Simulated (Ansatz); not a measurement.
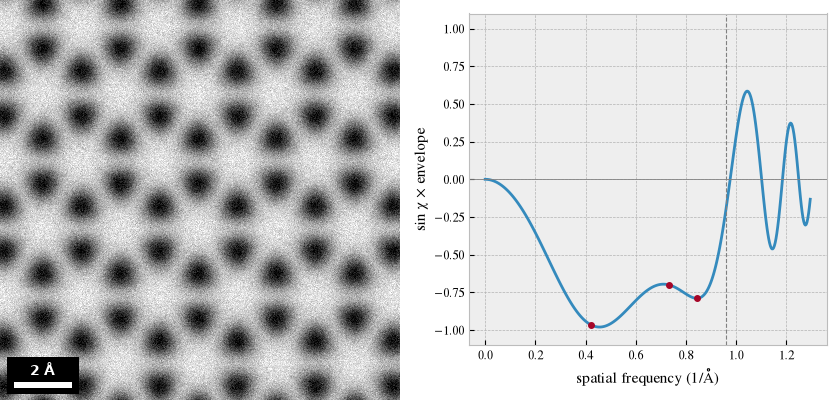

Phase-contrast TEM-like image of Si (P6_3/mmc, No. 194) along [001]. Simulated in the weak-phase-object approximation with neutral-atom potentials: 200 kV, Cs = 40 µm, defocus −120 Å (negative is underfocus), defocus spread 12 Å, aperture 0.96 1/Å. Shot noise was added. Structure used: the end point of a relaxation with Ansatz, DFT, BLYP, plane waves (420 eV) with PAW, scalar-relativistic; the starting structure was generated, so it need not be a known form of this composition.

The plot gives the contrast transfer function, the aperture (dashed) and the crystal's spatial frequencies that carry visible contrast (dots).

### What point resolution do these settings give, and which lattice spacings pass?

About 1.0 Å (0.66 |Cs|^(1/4) λ^(3/4) with λ = 0.0251 Å). The spacings that carry visible contrast are {100} at 2.36 Å, {110} at 1.36 Å, {200} at 1.18 Å.

### Do the atom columns appear dark or bright, and why?

Dark. With positive Cs and underfocus sin χ is negative over the pass band, so the strongest columns (Si) come out darker than the background.
